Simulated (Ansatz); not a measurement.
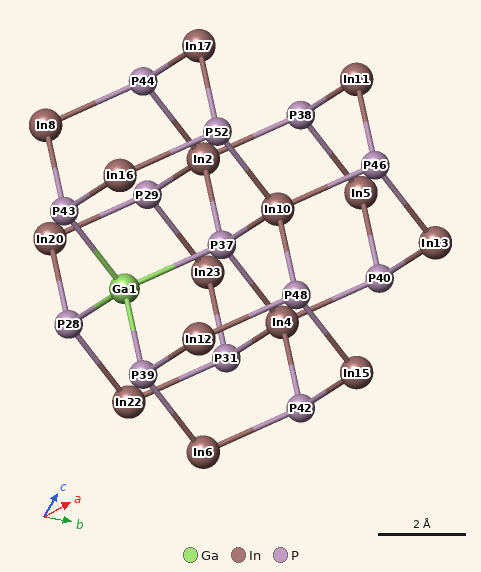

Starting structure of a defect cell of composition In26GaP27 (coarse preliminary run). The picture is a ball-and-stick view of the atoms within 5.0 Å of the atom that moves most (axes of the cell of the calculation), seen from a free direction.

Case: Ga on a In site (a), charge +0, atoms relaxed at the host's cell.

Level of theory: DFT PBE, scalar-relativistic, plane waves, PAW in Ansatz.

(plane-wave cutoff 420 eV; k-point mesh 1 × 1 × 1; occupations gaussian; smearing width 0.02 eV; no spin polarisation; atoms relaxed in a fixed cell; force threshold 0.025 eV/Å; at most 45 steps)

```
Ga In P
1.0
     0.00000    8.93968    8.93968
     8.93968    0.00000    8.93968
     8.93968    8.93968    0.00000
Ga In P
1 26 27
Direct
  0.33333 0.00000 0.00000
  0.33333 0.00000 0.33333
  0.33333 0.00000 0.66667
  0.33333 0.33333 0.00000
  0.33333 0.33333 0.33333
  0.33333 0.33333 0.66667
  0.33333 0.66667 0.00000
  0.33333 0.66667 0.33333
  0.33333 0.66667 0.66667
  0.66667 0.00000 0.00000
  0.66667 0.00000 0.33333
  0.66667 0.00000 0.66667
  0.66667 0.33333 0.00000
  0.66667 0.33333 0.33333
  0.66667 0.33333 0.66667
  0.66667 0.66667 0.00000
  0.66667 0.66667 0.33333
  0.66667 0.66667 0.66667
  0.00000 0.00000 0.00000
  0.00000 0.00000 0.33333
  0.00000 0.00000 0.66667
  0.00000 0.33333 0.00000
  0.00000 0.33333 0.33333
  0.00000 0.33333 0.66667
  0.00000 0.66667 0.00000
  0.00000 0.66667 0.33333
  0.00000 0.66667 0.66667
  0.08333 0.08333 0.08333
  0.08333 0.08333 0.41667
  0.08333 0.08333 0.75000
  0.08333 0.41667 0.08333
  0.08333 0.41667 0.41667
  0.08333 0.41667 0.75000
  0.08333 0.75000 0.08333
  0.08333 0.75000 0.41667
  0.08333 0.75000 0.75000
  0.41667 0.08333 0.08333
  0.41667 0.08333 0.41667
  0.41667 0.08333 0.75000
  0.41667 0.41667 0.08333
  0.41667 0.41667 0.41667
  0.41667 0.41667 0.75000
  0.41667 0.75000 0.08333
  0.41667 0.75000 0.41667
  0.41667 0.75000 0.75000
  0.75000 0.08333 0.08333
  0.75000 0.08333 0.41667
  0.75000 0.08333 0.75000
  0.75000 0.41667 0.08333
  0.75000 0.41667 0.41667
  0.75000 0.41667 0.75000
  0.75000 0.75000 0.08333
  0.75000 0.75000 0.41667
  0.75000 0.75000 0.75000
```

### What does the optimiser find from here?

The largest moves, 0.14 Å, are those of P28, P37, P39 and P43. P37 goes along [−1 −1 −1]. Largest moves by element: P 0.14 Å, In 0.03 Å. Ga stays in place. The cell doesn't change. Some distances before and after: Ga1–P28 2.581 → 2.440 Å, In10–P37 2.581 → 2.605 Å, In10–P46 2.581 → 2.602 Å. Among the angles between lasting bonds that change: P37–In2–P38 109.5° → 112.5°, In2–P37–In4 109.5° → 106.8°, Ga1–P37–In2 109.5° → 112.0°. The energy falls by 0.288 eV per cell of the calculation in 3 geometry steps. The largest force component goes from 0.54 to 0.0036 eV/Å. The run took 23 s on 4 threads of Intel(R) Xeon(R) 6975P-C (Granite Rapids), with other jobs on the host, peak memory 1.8 GiB.

History of the run:

```
step  E − E(0), meV/atom  largest force component, eV/Å
   0                0.00                         0.5404
   1               -4.93                         0.1294
   2               -5.25                         0.0690
   3               -5.33                         0.0036
```

After the run, drawn alike:

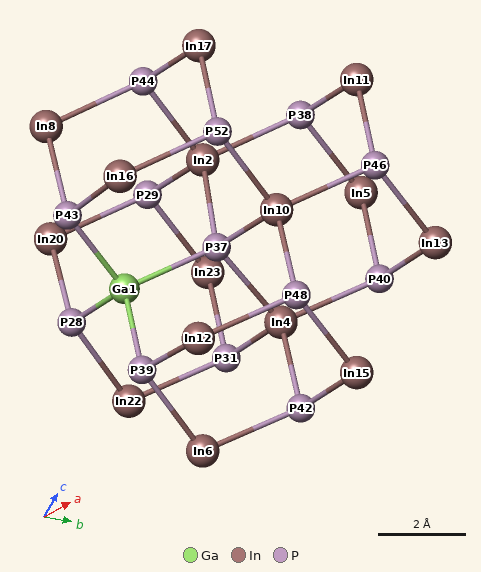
